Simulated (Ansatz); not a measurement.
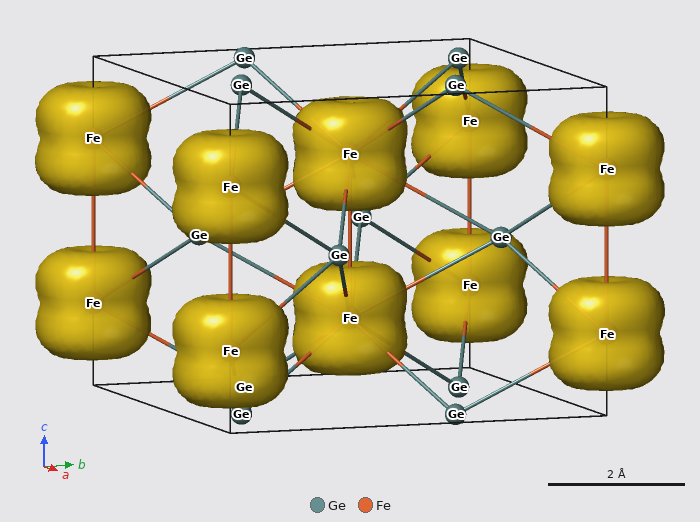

The picture shows: FeGe2. Isosurface of the spin density (up minus down) at +0.06 e/Å³ (yellow), seen at an oblique angle. Sticks mark near contacts.

Space group I4/mcm; a structure from a database of computed crystals, not necessarily the ambient phase; computed pressure about −5 GPa in this cell; the program warned that a starting moment wasn't kept; spin-polarised.

All numbers below come from Kohn-Sham DFT of a periodic cell, PBEsol, Ansatz PAW (Ansatz 0.2.0).

In a PAW calculation such maps are meaningful between the atoms, not at the nuclei.

```
Ge Fe
1.0
     5.91911    0.00000    0.00000
     0.00000    5.91911    0.00000
     0.00000    0.00000    4.90281
Ge Fe
8 4
Direct
  0.34511 0.84511 0.00000
  0.84511 0.34511 0.50000
  0.34511 0.15489 0.50000
  0.84511 0.65489 0.00000
  0.15489 0.34511 0.00000
  0.65489 0.84511 0.50000
  0.65489 0.15489 0.00000
  0.15489 0.65489 0.50000
  0.00000 0.00000 0.25000
  0.50000 0.50000 0.75000
  0.00000 0.00000 0.75000
  0.50000 0.50000 0.25000
```

**Describe the spin distribution.**

The spin density sits on Fe: +1.3 μB (×4) in one cell of 12 atoms: parallel main moments (a ferromagnetic arrangement) in this solution. The cell of the calculation (6 atoms) carries 2.4 μB of net spin moment.
